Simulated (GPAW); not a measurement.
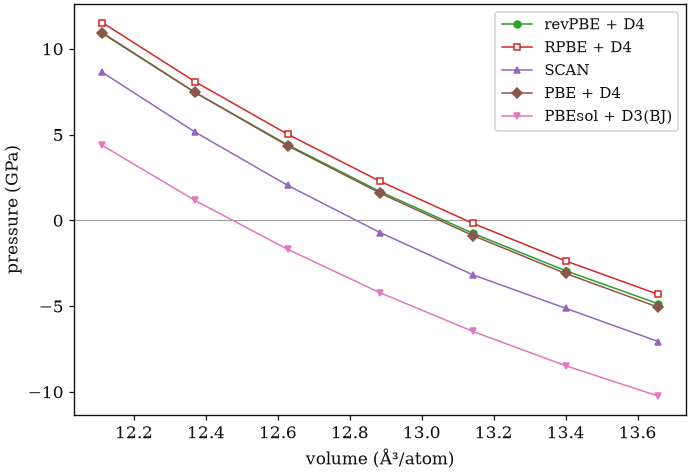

Caption: Pressure against volume, with one curve for each functional, for Cu₂O (space group Pn-3m).

Settings that differ: revPBE + D4: potentials GPAW-PAW-data-sets-(gpaw-data-1.2.1); RPBE + D4: potentials GPAW-PAW-data-sets-(gpaw-data-1.2.1); SCAN: potentials GPAW-PAW-data-sets-(gpaw-data-1.2.1); PBE + D4: potentials GPAW-PAW-data-sets-(gpaw-data-1.2.1); PBEsol + D3(BJ): potentials PAW-data-sets-made-by gpaw-setup-for-the-functional.

The fitted equilibrium volumes, smallest first, are PBEsol + D3(BJ) 12.535, SCAN 12.893, PBE + D4 13.117, revPBE + D4 13.129, RPBE + D4 13.194 Å³/atom. The fitted bulk moduli, smallest first, are RPBE + D4 117.0, revPBE + D4 118.9, PBE + D4 121.3, SCAN 128.4, PBEsol + D3(BJ) 137.2 GPa. For revPBE + D4, the pressure falls from 10.90 GPa at volume 12.11 Å³/atom to −4.87 GPa at 13.66 Å³/atom, and changes sign near 13.06 Å³/atom. For RPBE + D4, the pressure falls from 11.53 GPa at volume 12.11 Å³/atom to −4.32 GPa at 13.66 Å³/atom, and changes sign near 13.12 Å³/atom. For SCAN, the pressure falls from 8.63 GPa at volume 12.11 Å³/atom to −7.07 GPa at 13.66 Å³/atom, and changes sign near 12.82 Å³/atom.

Computed with GPAW 26.7.0: PAW DFT in plane waves, on a grid or in atomic orbitals, no spin polarisation; energies at scaled volumes of the given cell, shape and fractions fixed, counted from the fit's minimum, third-order Birch-Murnaghan fit. All runs: no spin polarisation.

```json
{"setting": "k mesh", "value": "5×5×5"}
{"setting": "occupations", "value": "Fermi–Dirac"}
{"setting": "smearing width", "value": "0.05 eV"}
{"setting": "wave cutoff", "value": "800 eV"}
```

Caveats: the fit and the printed pressures don't fully agree, or the minimum lies near the end of the range (SCAN).
